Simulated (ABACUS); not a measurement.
Run report: CdTe, band-structure run (part 1 of 2)

System: CdTe (F-43m, 2 atoms in the cell).
Method: Kohn-Sham DFT of a periodic cell, PBE, Ansatz NC PBE, no spin polarisation (ABACUS 3.10.1).

The structure derives from an entry of the Crystallography Open Database. It belongs to a series of runs on one base structure; here: bands on the converged density.

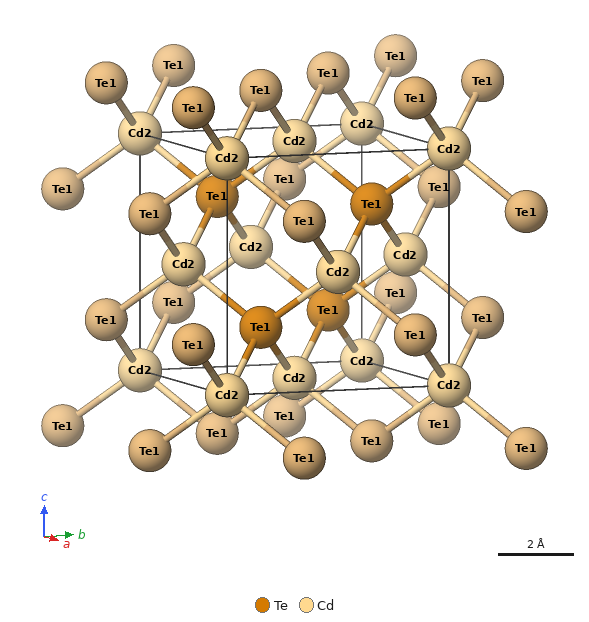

*The structure as given in the input (ball-and-stick view of the cell 4 times as large as that of the calculation, set on its symmetry axes, seen slightly off an axis; neighbours outside the cell are drawn fainter; atoms are numbered from 1 in the order of the input).*

Summary:

```csv
quantity,value
outcome,converged
space group (tolerance 0.01 Å),F-43m (216)
electrons treated,36
Fermi energy of the self-consistent step,8.499 eV
gap on the band path,0.87 eV
hardware,"4 threads of AMD EPYC (Zen 3), 128 GiB of memory available, shared host"
wall time,28 s (CPU time 1.8 min)
peak memory,0.8 GiB
```

Input file:
```
INPUT_PARAMETERS
suffix              CdTe
calculation         nscf
basis_type          pw
pseudo_dir          ./
symmetry            -1
dft_functional      pbe
ecutwfc             83.0
pseudo_rcut         10
nspin               1
nbands              28
ks_solver           dav
smearing_method     fd
smearing_sigma      0.00367493
scf_thr             1e-08
scf_nmax            100
mixing_type         broyden
mixing_beta         0.7
init_chg            file
pw_diag_thr         1e-07
out_band            1
kpar                4
```

File STRU:
```
ATOMIC_SPECIES
Te 127.6000 Te.upf
Cd 112.4140 Cd.upf

LATTICE_CONSTANT
1.8897261246

LATTICE_VECTORS
-3.2050000000 0.0000000000 3.2050000000
0.0000000000 3.2050000000 3.2050000000
-3.2050000000 3.2050000000 0.0000000000

ATOMIC_POSITIONS
Direct

Te
0.0
1
0.2500000000 0.2500000000 0.2500000000 1 1 1

Cd
0.0
1
0.0000000000 0.0000000000 0.0000000000 1 1 1
```

File KPT:
```
K_POINTS
12
Line
0.00000000 0.00000000 0.00000000 10 // G
0.50000000 0.00000000 0.50000000 10 // X
0.50000000 0.25000000 0.75000000 10 // W
0.37500000 0.37500000 0.75000000 10 // K
0.00000000 0.00000000 0.00000000 10 // G
0.50000000 0.50000000 0.50000000 10 // L
0.62500000 0.25000000 0.62500000 10 // U
0.50000000 0.25000000 0.75000000 10 // W
0.50000000 0.50000000 0.50000000 10 // L
0.37500000 0.37500000 0.75000000 1 // K
0.62500000 0.25000000 0.62500000 10 // U
0.50000000 0.00000000 0.50000000 1 // X
```

Command:
```bash
OMP_NUM_THREADS=1 mpirun -np 4 abacus > log
```

Output:
```
ABACUS v3.10.1

               Atomic-orbital Based Ab-initio Computation at UStc

 ------------------------------------------------------------------------------------

 READING GENERAL INFORMATION
                           global_out_dir = OUT.CdTe/
                           global_in_card = INPUT
                               pseudo_dir = ./
                              orbital_dir =
                                    DSIZE = 4
                                    GSIZE = 1

 READING UNITCELL INFORMATION
                                    ntype = 2
                  lattice constant (Bohr) = 1.88973
              lattice constant (Angstrom) = 1

 READING ATOM TYPE 1
                               atom label = Te
                      L=0, number of zeta = 1
                      L=1, number of zeta = 1
                      L=2, number of zeta = 1
             number of atom for this type = 1

 READING ATOM TYPE 2
                               atom label = Cd
                      L=0, number of zeta = 1
                      L=1, number of zeta = 1
                      L=2, number of zeta = 1
             number of atom for this type = 1

                        TOTAL ATOM NUMBER = 2
DIRECT COORDINATES
    atom                   x                   y                   z     mag                  vx                  vy                  vz
taud_Te1            0.2500000000        0.2500000000        0.2500000000  0.0000        0.0000000000        0.0000000000        0.0000000000
taud_Cd1            0.0000000000        0.0000000000        0.0000000000  0.0000        0.0000000000        0.0000000000        0.0000000000

                          Volume (Bohr^3) = 444.335
                             Volume (A^3) = 65.8436

 Lattice vectors: (Cartesian coordinate: in unit of a_0)
               -3.205                  +0              +3.205
                   +0              +3.205              +3.205
               -3.205              +3.205                  +0
 Reciprocal vectors: (Cartesian coordinate: in unit of 2 pi/a_0)
            -0.156006           -0.156006           +0.156006
            +0.156006           +0.156006           +0.156006
            -0.156006           +0.156006           -0.156006
 The esolver type has been set to : ksdft_pw

                PAO radial cut off (Bohr) = 10

 Read in pseudopotential file is Te.upf
                     pseudopotential type = NC
          exchange-correlation functional = PBE
                 nonlocal core correction = 1
                        valence electrons = 16
                                     lmax = 3
                           number of zeta = 3
                     number of projectors = 10
                           L of projector = 0
                           L of projector = 0
                           L of projector = 0
                           L of projector = 1
                           L of projector = 1
                           L of projector = 1
                           L of projector = 2
                           L of projector = 2
                           L of projector = 3
                           L of projector = 3
                PAO radial cut off (Bohr) = 10

 Read in pseudopotential file is Cd.upf
                     pseudopotential type = NC
          exchange-correlation functional = PBE
                 nonlocal core correction = 1
                        valence electrons = 20
                                     lmax = 3
                           number of zeta = 4
                     number of projectors = 7
                           L of projector = 0
                           L of projector = 0
                           L of projector = 1
                           L of projector = 1
                           L of projector = 2
                           L of projector = 2
                           L of projector = 3
     initial pseudo atomic orbital number = 19

 SETUP THE ELECTRONS NUMBER
            electron number of element Te = 16
      total electron number of element Te = 16
            electron number of element Cd = 20
      total electron number of element Cd = 20
            AUTOSET number of electrons:  = 36
                           occupied bands = 18
                                   NBANDS = 28
                                   NLOCAL = 18

%%%%%%%%%%%%%%%%%%%%%%%%%%%%%%%%%%%%%%%%%%%%%%%%%%%%%%%%%%%%%%%%%%%%%%%%%%%%%%%%%%%%%%%%%%%%%%%%%%%%%%%%%%
 Warning: the number of valence electrons in pseudopotential > 6 for Te: [Kr] 4d10 5s2 5p4
 Warning: the number of valence electrons in pseudopotential > 12 for Cd: [Kr] 4d10 5s2
 Pseudopotentials with additional electrons can yield (more) accurate outcomes, but may be less efficient.
 If you're confident that your chosen pseudopotential is appropriate, you can safely ignore this warning.
%%%%%%%%%%%%%%%%%%%%%%%%%%%%%%%%%%%%%%%%%%%%%%%%%%%%%%%%%%%%%%%%%%%%%%%%%%%%%%%%%%%%%%%%%%%%%%%%%%%%%%%%%%

 SETUP THE PLANE WAVE BASIS
 energy cutoff for charge/potential (unit:Ry) = 332
            fft grid for charge/potential = [ 50, 50, 50 ]
                        fft grid division = [ 1, 1, 1 ]
        big fft grid for charge/potential = [ 50, 50, 50 ]
                                     nbxx = 125000
                                     nrxx = 125000

 SETUP PLANE WAVES FOR CHARGE/POTENTIAL
                    number of plane waves = 45239
                         number of sticks = 1663

 PARALLEL PW FOR CHARGE/POTENTIAL
     PROC   COLUMNS(POT)             PW
        1           1663          45239
 --------------- sum -------------------
        1           1663          45239
                            number of |g| = 414
                                  max |g| = 29.9844
                                  min |g| = 0

----------- Double Check Mixing Parameters Begin ------------
mixing_type: broyden
mixing_beta: 0.7
mixing_gg0: 1
mixing_gg0_min: 0.1
mixing_ndim: 8
----------- Double Check Mixing Parameters End ------------

 SETUP K-POINTS
                                    nspin = 1
                                   nkstot = 102
K-POINTS DIRECT COORDINATES
 KPOINTS    DIRECT_X    DIRECT_Y    DIRECT_Z  WEIGHT
       1  0.00000000  0.00000000  0.00000000  1.0000
       2  0.05000000  0.00000000  0.05000000  1.0000
       3  0.10000000  0.00000000  0.10000000  1.0000
       4  0.15000000  0.00000000  0.15000000  1.0000
       5  0.20000000  0.00000000  0.20000000  1.0000
       6  0.25000000  0.00000000  0.25000000  1.0000
       7  0.30000000  0.00000000  0.30000000  1.0000
       8  0.35000000  0.00000000  0.35000000  1.0000
       9  0.40000000  0.00000000  0.40000000  1.0000
      10  0.45000000  0.00000000  0.45000000  1.0000
      11  0.50000000  0.00000000  0.50000000  1.0000
      12  0.50000000  0.02500000  0.52500000  1.0000
      13  0.50000000  0.05000000  0.55000000  1.0000
      14  0.50000000  0.07500000  0.57500000  1.0000
      15  0.50000000  0.10000000  0.60000000  1.0000
      16  0.50000000  0.12500000  0.62500000  1.0000
      17  0.50000000  0.15000000  0.65000000  1.0000
      18  0.50000000  0.17500000  0.67500000  1.0000
      19  0.50000000  0.20000000  0.70000000  1.0000
      20  0.50000000  0.22500000  0.72500000  1.0000
      21  0.50000000  0.25000000  0.75000000  1.0000
      22  0.48750000  0.26250000  0.75000000  1.0000
      23  0.47500000  0.27500000  0.75000000  1.0000
      24  0.46250000  0.28750000  0.75000000  1.0000
      25  0.45000000  0.30000000  0.75000000  1.0000
      26  0.43750000  0.31250000  0.75000000  1.0000
      27  0.42500000  0.32500000  0.75000000  1.0000
      28  0.41250000  0.33750000  0.75000000  1.0000
      29  0.40000000  0.35000000  0.75000000  1.0000
      30  0.38750000  0.36250000  0.75000000  1.0000
[... 72 further k points ...]

           k-point number in this process = 26
       minimum distributed K point number = 25

[... K-POINTS CARTESIAN COORDINATES: 26 rows ...]

[... K-POINTS DIRECT COORDINATES: 26 rows ...]

 SETUP PLANE WAVES FOR WAVE FUNCTIONS
     energy cutoff for wavefunc (unit:Ry) = 83
              fft grid for wave functions = [ 50, 50, 50 ]
                    number of plane waves = 6855
                         number of sticks = 475

 PARALLEL PW FOR WAVE FUNCTIONS
     PROC   COLUMNS(POT)             PW
        1            475           6855
 --------------- sum -------------------
        1            475           6855

 SETUP NONLOCAL PSEUDOPOTENTIALS IN PLANE WAVE BASIS
 Te non-local projectors:
 projector 1 L=0
 projector 2 L=0
 projector 3 L=0
 projector 4 L=1
 projector 5 L=1
 projector 6 L=1
 projector 7 L=2
 projector 8 L=2
 projector 9 L=3
 projector 10 L=3
 Cd non-local projectors:
 projector 1 L=0
 projector 2 L=0
 projector 3 L=1
 projector 4 L=1
 projector 5 L=2
 projector 6 L=2
 projector 7 L=3
      TOTAL NUMBER OF NONLOCAL PROJECTORS = 61

 Init Non-Local PseudoPotential table :
 Init Non-Local-Pseudopotential done.

                                     npwx = 5769

 Make real space PAO into reciprocal space.
       max mesh points in Pseudopotential = 1001
     dq(describe PAO in reciprocal space) = 0.01
                                    max q = 1098

 number of pseudo atomic orbitals for Te is 3
WARNING: norm of atomic wavefunction # 3 of atomic type Te is 0.999974, renormalized

 number of pseudo atomic orbitals for Cd is 4
WARNING: norm of atomic wavefunction # 4 of atomic type Cd is 0.999939, renormalized

 -------------------------------------------
 NONSELF-CONSISTENT
 -------------------------------------------
                                 init_chg = file
 try to read charge from file
 Read in the charge density: OUT.CdTe//CdTe-CHARGE-DENSITY.restart

 PW ALGORITHM --------------- ION=   1  ELEC=   1--------------------------------
```
